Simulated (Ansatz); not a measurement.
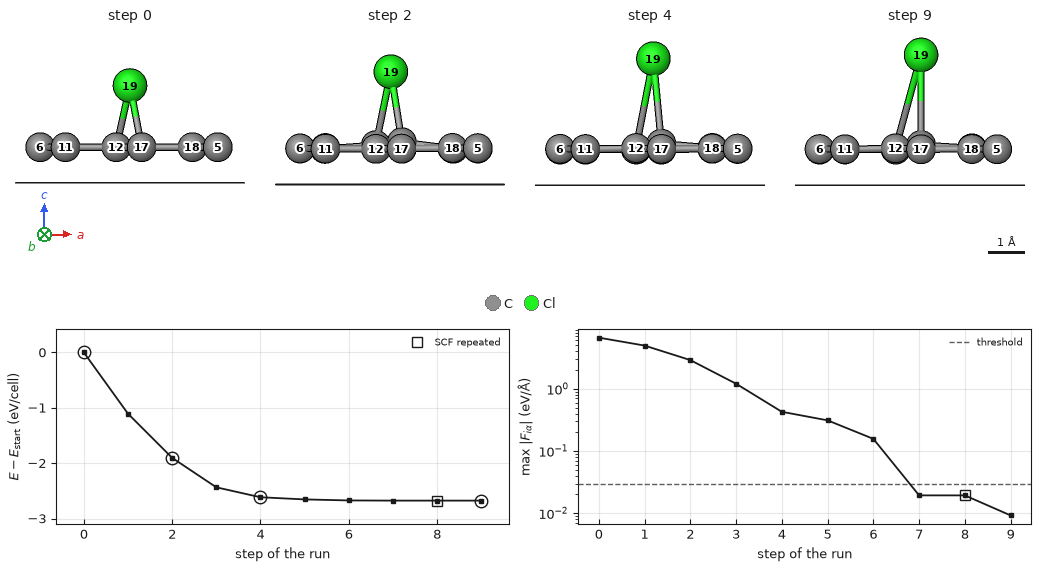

Frames of a relaxation of a slab of composition C$_{18}$Cl, marked on the history of the run. Style: ball-and-stick. Shown: the cell of the calculation, outlined in the plane, without the vacuum (origin shifted), along the b axis.

It is Cl on graphene monolayer, set down by a guess. The run prepares an end point of a later path (adatom hop) calculation, from a guessed geometry.

The calculation used DFT PBEsol, scalar-relativistic, plane waves, PAW (Ansatz).

Input
```yaml
crystal:
  lattice:
    - [7.398, 0.0, 0.0]
    - [-3.699, 6.406856, 0.0]
    - [0.0, 0.0, 13.0]
  atoms:
    - { symbol: C, position: [0.0, 0.0, 0.0769231] }
    - { symbol: C, position: [0.2222222, 0.1111111, 0.0769231] }
    - { symbol: C, position: [0.0, 0.3333333, 0.0769231] }
    - { symbol: C, position: [0.2222222, 0.4444444, 0.0769231] }
    - { symbol: C, position: [0.0, 0.6666667, 0.0769231] }
    - { symbol: C, position: [0.2222222, 0.7777778, 0.0769231] }
    - { symbol: C, position: [0.3333333, 0.0, 0.0769231] }
    - { symbol: C, position: [0.5555556, 0.1111111, 0.0769231] }
    - { symbol: C, position: [0.3333333, 0.3333333, 0.0769231] }
    - { symbol: C, position: [0.5555556, 0.4444444, 0.0769231] }
    - { symbol: C, position: [0.3333333, 0.6666667, 0.0769231] }
    - { symbol: C, position: [0.5555556, 0.7777778, 0.0769231] }
    - { symbol: C, position: [0.6666667, 0.0, 0.0769231] }
    - { symbol: C, position: [0.8888889, 0.1111111, 0.0769231] }
    - { symbol: C, position: [0.6666667, 0.3333333, 0.0769231] }
    - { symbol: C, position: [0.8888889, 0.4444444, 0.0769231] }
    - { symbol: C, position: [0.6666667, 0.6666667, 0.0769231] }
    - { symbol: C, position: [0.8888889, 0.7777778, 0.0769231] }
    - { symbol: Cl, position: [0.6154999, 0.0415807, 0.21], spin: 1.0 }
magnetization:
  spin_polarized: true
basis:
  ecutwfc: 420.0
kpoints:
  mp_grid: { grid: [2, 2, 1] }
hamiltonian:
  xc: pbesol
scf:
  occupations: { method: fermi_dirac, width: 0.02 }
  lower_state_search: "off"
relax:
  f_tol: 0.03
  max_steps: 60
  adjacent_minimum: "off"
```

Command:
```bash
ansatz run input.yaml --threads 2 --pin off --max-ram 5120MiB --backend cpu --events-out ev --progress --plain --runs-dir out
```

Q: Describe the path.

A: The largest move relative to the layer's centre is that of Cl19, 1.03 Å at 33° to the normal (+c side). Largest moves by element: Cl 1.03 Å, C 0.07 Å. The cell stays as it was. Among the contacts that change: C8–Cl19 1.919 → 2.984 Å, C13–Cl19 1.830 → 2.529 Å, C12–Cl19 2.476 → 2.984 Å, C12–C13 1.424 → 1.431 Å. Over 8 accepted moves (9 points after the start) the energy falls by 2.677 eV per cell of the calculation. The largest force component goes from 6.7 to 0.0092 eV/Å. 1 step only repeated the SCF at the same geometry. The program noted that the starting moments weren't kept. The run took 120 s on 2 threads of Intel(R) Xeon(R) Platinum 8259CL CPU @ 2.50GHz (Skylake/Cascade Lake) (shared host), peak memory 1.1 GiB. From step 0 to 2: Cl19 moves most (0.39 Å), energy −1.904 eV per cell of the calculation. From step 2 to 4: Cl19 moves most (0.39 Å), energy −0.712 eV per cell of the calculation. From step 4 to 9: Cl19 moves most (0.42 Å), energy −60.9 meV per cell of the calculation.

```json
{"step": "0", "E − E(0), meV/atom": "0.00", "largest force component, eV/Å": "6.6653", "note": ""}
{"step": "1", "E − E(0), meV/atom": "-58.27", "largest force component, eV/Å": "4.9700", "note": ""}
{"step": "2", "E − E(0), meV/atom": "-100.23", "largest force component, eV/Å": "2.9036", "note": ""}
{"step": "3", "E − E(0), meV/atom": "-128.24", "largest force component, eV/Å": "1.2100", "note": ""}
{"step": "4", "E − E(0), meV/atom": "-137.69", "largest force component, eV/Å": "0.4277", "note": ""}
{"step": "5", "E − E(0), meV/atom": "-139.74", "largest force component, eV/Å": "0.3115", "note": ""}
{"step": "6", "E − E(0), meV/atom": "-140.72", "largest force component, eV/Å": "0.1569", "note": ""}
{"step": "7", "E − E(0), meV/atom": "-140.88", "largest force component, eV/Å": "0.0193", "note": ""}
{"step": "8", "E − E(0), meV/atom": "-140.88", "largest force component, eV/Å": "0.0193", "note": "same geometry, SCF repeated"}
{"step": "9", "E − E(0), meV/atom": "-140.89", "largest force component, eV/Å": "0.0092", "note": ""}
```

Limits of the set-up: the k-point mesh is coarse for a cell with partly filled bands; the periodic images lie only 7.4 Å apart, so the values are limited by the cell's size.
